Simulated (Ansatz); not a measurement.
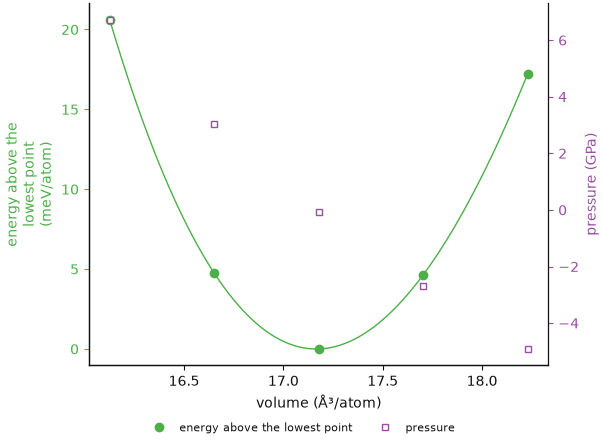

Plotted: energy above the lowest point and pressure against volume for SrO, space group Fm-3m (No. 225) (one of a set of cubic test structures, which need not be the stable phase).

How it was computed, with Ansatz 0.2.0 development build: equation of state of a cubic crystal from periodic Kohn-Sham density functional theory without spin, third-order Birch-Murnaghan fit to the free energies; pressure corrected for the finite basis. Level: r2SCAN.

```
                setting                   value
         structure type               rock salt
          atoms in cell                       2
     space group number                     225
       lattice centring  face-centred primitive
                 k mesh                11×11×11
      occupation method             Fermi–Dirac
       occupation width                  0.1 eV
            wave cutoff                  700 eV
               datasets                hard PAW
      density tolerance                1e-09 eV
                  bands                      12
   density cutoff ratio                       4
search for lower states                 default
          xc grid level                       2
```

What equilibrium volume and bulk modulus follow from the curve?

Answer. A third-order Birch–Murnaghan fit gives V0 = 17.17 Å³/atom, B0 = 93.5 GPa and B′ = 4.5.

Read off the course of the pressure.

Answer. It falls from 6.7 GPa at volume 16.13 Å³/atom to −4.9 GPa at 18.23 Å³/atom, and changes sign near 17.17 Å³/atom.

Keep in mind: pseudopotentials made with PBE, not this functional.

The computed values:

```csv
volume (Å³/atom),energy above the lowest point (meV/atom),pressure (GPa)
16.13,20.6,6.7
16.65,4.8,3.0
17.18,0.0,-0.1
17.70,4.6,-2.7
18.23,17.2,-4.9
```
